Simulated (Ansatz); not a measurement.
# Glassy 67SiO2-33BaO (mol %) (131 atoms): support functions against a reference

Wanted: errors and times of a linear-scaling basis for glassy 67SiO2-33BaO (mol %) (131 atoms). A setting counts as converged where the r.m.s. difference of forces stays under 1 % of the r.m.s. force.

Calculated with Ansatz 0.2.0; Kohn-Sham DFT, PBE, PAW (set soft_2), plane waves.

**1. Starting point**

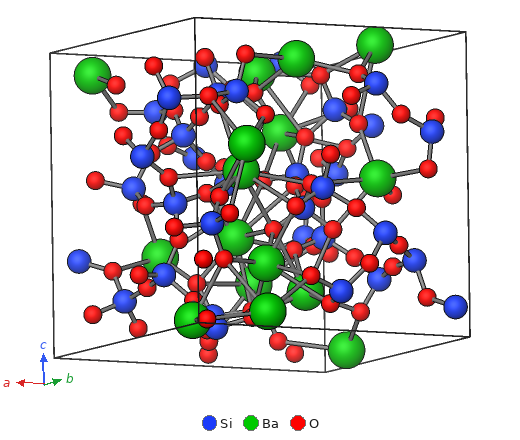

The cell as given, from a free direction (silicon blue, barium green, oxygen red). Bonds to atoms that aren't drawn are left out.

The cell holds 131 atoms: 33 Si, 16 Ba and 82 O. Cell: a = 12.713 Å, b = 12.713 Å, c = 12.713 Å, α = 90.0°, β = 90.0°, γ = 90.0°. 131 atoms (33 Si, 16 Ba, 82 O) placed at random at 3.48 g/cm³, melted at 4000 K for 10 ps at fixed volume with the Morse and Coulomb pair potential with partial charges (Pedone, Malavasi, Menziani, Cormack and Segre, J. Phys. Chem. B 110, 11780 (2006)). Quenched from 4000 K to 300 K at 50 K/ps and fixed volume, held 10 ps at zero pressure, then minimised at fixed cell.

What the set-up can't give: The quench rate of 50 K/ps is orders of magnitude faster than experiment, which tends to freeze in extra defects. The starting topology of bonds comes from the classical model, and needn't be the one that DFT or experiment would give. The Brillouin zone is sampled at Γ only, in a cell whose shortest periodic width is 13 Å. No spin–orbit coupling is included, so levels derived from the heavy atoms are approximate.

**2. Plane-wave single point**

The first run fixes the reference, at a cutoff of 420 eV.

File input.yaml:

```yaml
crystal:
  lattice:
    - [12.71338, 0.0, 0.0]
    - [0.0, 12.71338, 0.0]
    - [0.0, 0.0, 12.71338]
  atoms:
    - { symbol: Si, position: [0.67203, 0.29873, 0.71087] }
    - { symbol: Si, position: [0.19271, 0.08804, 0.99375] }
    - { symbol: Si, position: [0.4733, 0.22008, 0.56967] }
    - { symbol: Si, position: [0.85672, 0.83238, 0.35186] }
    - { symbol: Si, position: [0.48032, 0.10079, 0.97141] }
    - { symbol: Si, position: [0.78712, 0.45154, 0.46458] }
    - { symbol: Si, position: [0.45631, 0.85217, 0.48543] }
    - { symbol: Si, position: [0.0203, 0.9409, 0.10388] }
    - { symbol: Si, position: [0.66278, 0.52421, 0.81867] }
    - { symbol: Si, position: [0.01571, 0.37406, 0.76419] }
    - { symbol: Si, position: [0.22397, 0.50856, 0.79119] }
    - { symbol: Si, position: [0.65709, 0.08279, 0.81192] }
    - { symbol: Si, position: [0.47495, 0.00651, 0.67938] }
    - { symbol: Si, position: [0.85571, 0.22145, 0.16692] }
    - { symbol: Si, position: [0.96245, 0.55623, 0.59784] }
    - { symbol: Si, position: [0.72014, 0.75892, 0.80053] }
    - { symbol: Si, position: [0.09593, 0.93666, 0.67581] }
    - { symbol: Si, position: [0.08406, 0.53689, 0.23842] }
    - { symbol: Si, position: [0.93157, 0.05404, 0.31371] }
    - { symbol: Si, position: [0.56586, 0.28558, 0.12373] }
    - { symbol: Si, position: [0.8407, 0.46664, 0.22569] }
    - { symbol: Si, position: [0.40528, 0.61793, 0.44832] }
    - { symbol: Si, position: [0.14206, 0.13476, 0.4202] }
    - { symbol: Si, position: [0.43101, 0.92213, 0.13891] }
    - { symbol: Si, position: [0.81932, 0.22577, 0.53727] }
    - { symbol: Si, position: [0.96111, 0.74389, 0.76845] }
    - { symbol: Si, position: [0.20258, 0.37819, 0.38775] }
    - { symbol: Si, position: [0.08488, 0.78306, 0.27191] }
    - { symbol: Si, position: [0.29508, 0.928, 0.82572] }
    - { symbol: Si, position: [0.66792, 0.49857, 0.05742] }
    - { symbol: Si, position: [0.32174, 0.42447, 0.58325] }
    - { symbol: Si, position: [0.03615, 0.16102, 0.62894] }
    [... 93 atom lines left out ...]
    - { symbol: O, position: [0.35403, 0.89076, 0.41953] }
    - { symbol: O, position: [0.67086, 0.45301, 0.50325] }
    - { symbol: O, position: [0.97064, 0.21601, 0.11862] }
    - { symbol: O, position: [0.407, 0.96538, 0.77652] }
    - { symbol: O, position: [0.12968, 0.16454, 0.91622] }
    - { symbol: O, position: [0.65848, 0.21075, 0.80345] }
kpoints:
  mp_grid: { grid: [1, 1, 1] }
hamiltonian:
  xc: pbe
scf:
  occupations: { method: fixed }
output:
  forces: true
  stress: true
  populations: true
  dos:
    method: { smearing: { sigma: 0.1 } }
    de: 0.1
    projected: { site_lists: { Ba: [Ba], O: [O], Si: [Si] } }
  eigenvalues: true
  write_density: true
  write_potential: true
  volumetric_format: npy
  elf: true
```

Command:

```console
> ansatz run input.yaml --threads 8 --pin off --max-ram 15872MiB --backend cpu --events-out ev --progress --plain --runs-dir out
```

Numbers of over 12 decimals in the logs are rounded to 6 here.

Output:

```text
Engine: ansatz 0.2.0, aarch64-unknown-linux-gnu
Pseudopotentials: kind: paw
Pseudopotential: Si, paw, valence charge 4, recommended cutoff 420 eV (normal), Si.paw.azcp
Pseudopotential: Ba, paw, valence charge 10, recommended cutoff 420 eV (normal), Ba.paw.azcp
Pseudopotential: O, paw, valence charge 6, recommended cutoff 420 eV (normal), O.paw.azcp
[... 5 lines on functional and potentials left out ...]
Crystal: 131 atoms, lattice volume = 2054.864 Å³
Basis set: ecut = 420 eV, 40243 PW (Γ), exchange–correlation on 180×180×180 points (8 copies of the dense FFT grid, shifted against one another)
Bands: 523, of which v1, the nominal top of the filled ones, is band 392 counted from 1 (391 counted from 0)
Symmetry: 1 space group operations
Space group: P1 (ITA 1), of the structure as read, at distance tolerance 1.3e-4 Å
k-points: 1
[... 7 lines on functional and potentials left out ...]
Initial density: superposition of atomic densities (neutral atoms: chi_scale 0, normalization atom), corrected by the library's trained network
Initial wavefunctions: pseudopotential atomic-orbital guess
Functional: x = pbe(κ = 0.804, μ = 0.219515), c = pbe(β = 0.066725)
SCF iter   1: F=—  HF=-162862.106781 eV  |F-HF|=—  |Δ(HF+E_count)|=         —  Δρ=1.99e-3  dr2=1.42e-1  ethr=1.77e-3  ⟨swp⟩=5.0  Hψ=2027  notcnv=0  defer=128
preconditioner: auto → Resta (q_TF=auto, 2.324 Å⁻¹)  ε∞=3.4  [insulator: Δε(μ)=3.002 eV  Ē_g=14.611 eV  n_scr=460 (ndim 8)  ℏωp=22.5 eV  f_vac=0.114  ε∞_Penn≈3.4]
SCF iter   2: F=—  HF=-162862.099850 eV  |F-HF|=—  |Δ(HF+E_count)|=   6.93e-3  Δρ=1.03e-3  dr2=3.61e-2  ethr=1.81e-5  ⟨swp⟩=3.0  Hψ=907  notcnv=0  defer=129
SCF iter   3: F=—  HF=-162862.100634 eV  |F-HF|=—  |Δ(HF+E_count)|=   7.84e-4  Δρ=5.37e-4  dr2=9.98e-3  ethr=4.61e-6  ⟨swp⟩=3.0  Hψ=727  notcnv=0  defer=129
SCF iter   4: F=—  HF=-162862.099521 eV  |F-HF|=—  |Δ(HF+E_count)|=   1.11e-3  Δρ=1.82e-4  dr2=9.45e-4  ethr=1.27e-6  ⟨swp⟩=3.0  Hψ=725  notcnv=0  defer=129
SCF iter   5: F=—  HF=-162862.099574 eV  |F-HF|=—  |Δ(HF+E_count)|=   5.36e-5  Δρ=1.19e-4  dr2=2.55e-4  ethr=1.21e-7  ⟨swp⟩=2.0  Hψ=776  notcnv=0  defer=129
SCF iter   6: F=—  HF=-162862.099581 eV  |F-HF|=—  |Δ(HF+E_count)|=   6.93e-6  Δρ=3.08e-5  dr2=1.90e-5  ethr=3.25e-8  ⟨swp⟩=2.0  Hψ=759  notcnv=0  defer=128
SCF iter   7: F=—  HF=-162862.100236 eV  |F-HF|=—  |Δ(HF+E_count)|=   6.54e-4  Δρ=1.27e-5  dr2=3.01e-6  ethr=2.43e-9  ⟨swp⟩=2.0  Hψ=899  notcnv=0  defer=126
SCF iter   8: F=—  HF=-162862.100238 eV  |F-HF|=—  |Δ(HF+E_count)|=   2.25e-6  Δρ=8.10e-6  dr2=1.15e-6  ethr=3.84e-10  ⟨swp⟩=2.0  Hψ=775  notcnv=0  defer=126
SCF iter   9: F=-162862.100238 eV  HF=-162862.100238 eV  |F-HF|=4.81e-8  |Δ(HF+E_count)|=   7.91e-8  Δρ=1.87e-6  dr2=6.96e-8  ethr=1.28e-11  ⟨swp⟩=26.0  Hψ=6182  notcnv=0
SCF 1 converged in 9 iterations: F = -162862.100238 eV  dr2 = 6.96e-8
  greatest PAW one-centre occupation: 0.955 electrons in one spin orbital (limit 2), on the Ba atom at site 40 (counted from 0), in its partial waves of l = 0
SCF converged after 9 iterations
Free energy (F): -162862.100238 eV
Harris-Foulkes:  -162862.100238 eV  (|F-HF|=4.81e-8)
Internal energy: -162862.100238 eV  (E = F + TS)
E sigma→0 (E₀):  -162862.100238 eV
Fermi energy:    5.520023 eV
--- Per-component energies (eV) ---
  E_band       = -2825.424881
  E_kinetic    = 18838.096264
  E_local      = -47031.903890  (includes V_loc(G=0)·N_el)
  E_nonlocal   = 5662.217390
  E_hartree    = 17466.939894
  E_xc         = -10657.662255
  E_vxc        = -11559.755837  (∫ρ·V_xc dr)
  E_paw        = -113571.363033  (= ΣΔE_a)
  E_vpaw       = -3668.165487  (= ΣTr[D̂ρ^β])
  E_aug_tail   = 0.209508  (compensation charges beyond the density's cutoff)
  E_ewald      = -33568.634116
  E_smearing   = -0.000000  (= −TS)
  E_closure    = -0.000000  (closes the sum)
  Σ components = -162862.100238   (vs F -162862.100238, Δ=0.00e0)
--- Forces (eV/Å), atoms counted from 1 ---
  atom   1  Si    -0.53149403    -1.75205978    -0.89343228
  atom   2  Si    -0.36792435    -0.39036184    -0.31080641
  atom   3  Si     0.78185576     0.23482828     1.05966495
  atom   4  Si     0.59460505     0.52886583    -1.54870921
  atom   5  Si     0.08086896     0.71877295     0.01680840
  atom   6  Si     0.68058386    -1.42458666     0.24482245
  atom   7  Si    -0.65423191    -0.91737740    -0.83720517
  atom   8  Si     0.36726045     0.55813184     1.55015768
  atom   9  Si    -1.05308600     0.57987961     1.02247681
  atom  10  Si     0.53714736     1.11111086    -1.24614140
  atom  11  Si    -0.90106104    -0.27855869    -1.50111992
  atom  12  Si    -1.49674781     1.53181067    -0.41018519
  atom  13  Si    -0.47680890     1.32609560     0.18230250
  atom  14  Si     1.46115484    -0.26586250    -0.54533076
[...]
atom 130  O     -1.00469182     1.20632717    -1.17384350
  atom 131  O     -0.10225950     0.92411134     0.89532245
  max |Σ_I F_I| component: 6.77e-5 eV/Å
--- Stress (GPa, compression-positive) ---
        6.609207      -0.888155       0.039618
       -0.888155       2.071568      -0.071528
        0.039617      -0.071526       4.642107
  P = ⅓ Tr σ = 4.4410 GPa (44.410 kbar)
--- Band table (eV) ---
  k-point 0: bands = ["-21.8784", "-21.8653", "-21.5741", "-21.5338", [... 507 levels ...], "13.3699", "13.3835", "13.3919", "13.4036", "13.4224", "13.4488", "13.4697", "13.5103", "13.5322", "13.5399", "13.5661", "13.5695"]
--- Löwdin populations: 131 sites ---
  site symbol       q [e]
     0     Si      2.2289
     1     Si      2.3626
     2     Si      2.3375
[...]
130      O      6.8192
  spilling = 0.014490 (of n_electrons = 784.000000)
```

It took 30 s on 8 threads of Arm Neoverse V2, shared host; peak memory 3.1 GiB.

In the SCF lines HF is the Harris–Foulkes energy and dr2 the Hartree energy of the density residual, in eV; the loop may stop once dr2 is under the threshold and the program's other checks hold. Hψ counts applications of the Hamiltonian.

The run gave:

| Quantity | Value |
| --- | --- |
| free energy | -162862.1002 eV |
| free energy per atom | -1243.2221 eV/atom |
| SCF cycles | 9 |
| pressure | 4.441 GPa |
| r.m.s. force component | 0.9708 eV/Å |
| longest force | 3.409 eV/Å |
| Fermi energy | 5.52 eV |
| gap (highest filled to lowest empty level) | 2.766 eV |
| spilling of the projection | 0.01449 |

The r.m.s. force component of 0.97 eV/Å sets the scale for the differences below.

**3. Support functions low**

The cell is solved in localised support functions.

This step: Kohn-Sham DFT, PBE, PAW (set soft_2), localised support functions (low) (Ansatz 0.2.0).

input.yaml, the sections that differ from step 2:

```yaml
scf:
  occupations: { method: fixed }
  eigensolver: { kind: { support_functions: { accuracy: low } } }
  max_iter: 150
output:
  forces: true
  eigenvalues: true
# crystal, kpoints, hamiltonian: as in step 2
```

Output:

```text
Warning: scf.eigensolver.kind.support_functions: disabling space-group detection — the functions' gradient is summed over unrotated k-points, so no spatial operation reduces the k-mesh or symmetrises the density; time reversal is kept, so that k and −k are solved as one point where they differ and the mesh holds both, and exact exchange and, on two spinor components, a DFT+U term hold to it where the run has them: [...]
settings of this run that can trade accuracy for cost: scf.eigensolver.kind.support_functions; scf.eigensolver.kind.support_functions.accuracy: low [...]
[...]
Crystal: 131 atoms, lattice volume = 2054.864 Å³
Basis set: ecut = 420 eV, 40243 PW (Γ), exchange–correlation on 180×180×180 points (8 copies of the dense FFT grid, shifted against one another)
Bands: 471, of which v1, the nominal top of the filled ones, is band 392 counted from 1 (391 counted from 0)
Symmetry: 1 space group operations
k-points: 1
[...]
SCF iter   1: F=—  HF=-162837.480963 eV  |F-HF|=—  |Δ(HF+E_count)|=         —  Δρ=8.71e-2  dr2=2.00e2  ethr=1.00e-1
[...]
SCF iter  13: F=—  HF=-162862.624500 eV  |F-HF|=—  |Δ(HF+E_count)|=   5.25e-3  Δρ=3.43e-5  dr2=5.00e-5  ethr=2.32e-8  κ⁻¹=8.6e-6(r=7)
SCF iter  14: F=-162862.628972 eV  HF=-162862.628983 eV  |F-HF|=1.06e-5  |Δ(HF+E_count)|=   4.48e-3  Δρ=2.04e-5  dr2=1.69e-5  ethr=6.38e-9
SCF 1 converged in 14 iterations: F = -162862.702198 eV  dr2 = 1.69e-5
[...]
SCF converged after 14 iterations
Stability not checked: this state was not tested for a lower state beside it, because the mixer in use, unlike msr1, does not test its closes by its own steps (another_mixer; see scf.mixing.algorithm and scf.lower_state_search)
Free energy (F): -162862.702198 eV
[...]
Internal energy: -162862.702198 eV  (E = F + TS)
E sigma→0 (E₀):  -162862.702198 eV
Fermi energy:    5.523120 eV
[...]
Σ components = -162862.702198   (vs F -162862.702198, Δ=0.00e0)
--- Forces (eV/Å), atoms counted from 1 ---
  atom   1  Si    -0.53126257    -1.75255517    -0.89444829
  atom   2  Si    -0.36805362    -0.39040888    -0.31003996
  atom   3  Si     0.78146250     0.23578263     1.06016120
  atom   4  Si     0.59530709     0.52864043    -1.54760500
[...]
atom 131  O     -0.10250377     0.92347975     0.89553725
  max |Σ_I F_I| component: 1.43e-3 eV/Å
--- Band table (eV) ---
[...]
```

Wall time 98 s (8 threads); peak memory 5.2 GiB.

The program notes that the band table was not solved further than the SCF left it and it switched symmetry off.

Keys that differ from the reference: support_functions.accuracy = "low" and scf.max_iter = 150.

Forces differ from the reference by 0.83 meV/Å r.m.s., 0.085 % of their size, well within a tolerance of 1 %; the energy by -4.6 meV/atom. It took 98 s and 14 cycles; the reference's time can't be set against it, since the two runs asked for unlike analyses.

**4. Support functions medium**

The cell is solved in localised support functions. Besides, the program derives a nominal cutoff of 464 eV for this run, against the reference's 420.

This step: Kohn-Sham DFT, PBE, PAW (set soft_2), localised support functions (medium) (Ansatz 0.2.0).

input.yaml, the sections that differ from step 3:

```yaml
scf:
  occupations: { method: fixed }
  eigensolver: { kind: { support_functions: { accuracy: medium } } }
  max_iter: 150
# crystal, kpoints, hamiltonian, output: as in step 3
```

Output:

```text
[...]
Warning: basis.ecutwfc = 464 eV, auto-derived: no grid that the accuracy of the support functions lays serves the files at the lower one that their records recommend; a deck with other species or settings can derive another value
[...]
Crystal: 131 atoms, lattice volume = 2054.864 Å³
Basis set: ecut = 464 eV, 46681 PW (Γ), exchange–correlation on 180×180×180 points (8 copies of the dense FFT grid, shifted against one another)
Bands: 471, of which v1, the nominal top of the filled ones, is band 392 counted from 1 (391 counted from 0)
Symmetry: 1 space group operations
k-points: 1
[...]
SCF iter   1: F=—  HF=-162837.485994 eV  |F-HF|=—  |Δ(HF+E_count)|=         —  Δρ=8.71e-2  dr2=2.00e2  ethr=1.00e-1
[...]
SCF iter  14: F=—  HF=-162862.630028 eV  |F-HF|=—  |Δ(HF+E_count)|=   4.48e-3  Δρ=2.04e-5  dr2=1.69e-5  ethr=6.38e-9  κ⁻¹=3.6e-6(r=7)
SCF iter  15: F=-162862.633881 eV  HF=-162862.633882 eV  |F-HF|=1.18e-6  |Δ(HF+E_count)|=   3.85e-3  Δρ=7.54e-6  dr2=2.46e-6  ethr=2.15e-9
SCF 1 converged in 15 iterations: F = -162862.703176 eV  dr2 = 2.46e-6
[...]
SCF converged after 15 iterations
[...]
Free energy (F): -162862.703176 eV
[...]
Internal energy: -162862.703176 eV  (E = F + TS)
E sigma→0 (E₀):  -162862.703176 eV
Fermi energy:    5.522312 eV
[...]
Σ components = -162862.703176   (vs F -162862.703176, Δ=0.00e0)
--- Forces (eV/Å), atoms counted from 1 ---
  atom   1  Si    -0.53146719    -1.75240345    -0.89400502
  atom   2  Si    -0.36784157    -0.39053146    -0.30985996
  atom   3  Si     0.78150009     0.23549665     1.06054690
  atom   4  Si     0.59520763     0.52834898    -1.54795053
[...]
atom 131  O     -0.10239063     0.92331406     0.89542067
  max |Σ_I F_I| component: 1.54e-3 eV/Å
--- Band table (eV) ---
[...]
```

Elapsed: 1.8 min, on 8 threads; peak memory 5.2 GiB.

Keys that differ from the reference: support_functions.accuracy = "medium" and scf.max_iter = 150.

Forces differ from the reference by 0.69 meV/Å r.m.s., 0.071 % of their size, well within a tolerance of 1 %; the energy by -4.6 meV/atom. It took 1.8 min and 15 cycles; the reference's time can't be set against it, since the two runs asked for unlike analyses.

**5. Support functions medium, radius 3.03 Å**

The radius confines each support function; a larger one gives more freedom and more work per atom.

input.yaml, the sections that differ from step 4:

```yaml
scf:
  occupations: { method: fixed }
  eigensolver: { kind: { support_functions: { accuracy: medium, radius: 3.03 } } }
  max_iter: 150
# crystal, kpoints, hamiltonian, output: as in step 4
```

Output:

```text
Warning: scf.eigensolver.kind.support_functions: disabling space-group detection — the functions' gradient is summed over unrotated k-points, so no spatial operation reduces the k-mesh or symmetrises the density; time reversal is kept, so that k and −k are solved as one point where they differ and the mesh holds both, and exact exchange and, on two spinor components, a DFT+U term hold to it where the run has them: [...]
Warning: basis.ecutwfc = 464 eV, auto-derived: no grid that the accuracy of the support functions lays serves the files at the lower one that their records recommend; a deck with other species or settings can derive another value
settings of this run that can trade accuracy for cost: scf.eigensolver.kind.support_functions [...]
Engine: ansatz 0.2.0, aarch64-unknown-linux-gnu
Pseudopotentials: kind: paw
Pseudopotential: Si, paw, valence charge 4, recommended cutoff 420 eV (normal), Si.paw.azcp
Pseudopotential: Ba, paw, valence charge 10, recommended cutoff 420 eV (normal), Ba.paw.azcp
Pseudopotential: O, paw, valence charge 6, recommended cutoff 420 eV (normal), O.paw.azcp
[... 5 lines on functional and potentials left out ...]
Error: SCF: the radius of support functions is under 3.60 Å, the least for these sites at the functions' level (scf.eigensolver.kind.support_functions.accuracy). Use scf.eigensolver.kind: auto, or type scf.eigensolver.kind.support_functions.radius at least as long, [...]
```

The job ended after 2.9 s (8 threads; peak memory 0.41 GiB; 13 s of CPU time).

The program refuses radii under 3.60 Å for these atoms at this level.

**6. Support functions medium, radius 3.33 Å**

The radius confines each support function; a larger one gives more freedom and more work per atom.

input.yaml, the sections that differ from step 5:

```yaml
scf:
  occupations: { method: fixed }
  eigensolver: { kind: { support_functions: { accuracy: medium, radius: 3.33 } } }
  max_iter: 150
# crystal, kpoints, hamiltonian, output: as in step 5
```

Output:

```text
Warning: scf.eigensolver.kind.support_functions: disabling space-group detection — the functions' gradient is summed over unrotated k-points, so no spatial operation reduces the k-mesh or symmetrises the density; time reversal is kept, so that k and −k are solved as one point where they differ and the mesh holds both, and exact exchange and, on two spinor components, a DFT+U term hold to it where the run has them: [...]
Warning: basis.ecutwfc = 464 eV, auto-derived: no grid that the accuracy of the support functions lays serves the files at the lower one that their records recommend; a deck with other species or settings can derive another value
settings of this run that can trade accuracy for cost: scf.eigensolver.kind.support_functions [...]
Engine: ansatz 0.2.0, aarch64-unknown-linux-gnu
Pseudopotentials: kind: paw
Pseudopotential: Si, paw, valence charge 4, recommended cutoff 420 eV (normal), Si.paw.azcp
Pseudopotential: Ba, paw, valence charge 10, recommended cutoff 420 eV (normal), Ba.paw.azcp
Pseudopotential: O, paw, valence charge 6, recommended cutoff 420 eV (normal), O.paw.azcp
[... 5 lines on functional and potentials left out ...]
Error: SCF: the radius of support functions is under 3.60 Å, the least for these sites at the functions' level (scf.eigensolver.kind.support_functions.accuracy). Use scf.eigensolver.kind: auto, or type scf.eigensolver.kind.support_functions.radius at least as long, [...]
```

Elapsed: 2.9 s, on 8 threads; peak memory 0.41 GiB.

The program refuses radii under 3.60 Å for these atoms at this level.

[end of part 1 of 2]

[Logs are printed without paths, hosts, clocks, repeated set-up lines and the standing remarks that a program may print on its own settings, such as how far it seeks lower states.]

[Hosts, paths, dates, database ids (printed as entryN), source tags and the programs' standing remarks are cut or masked in the printed files.]
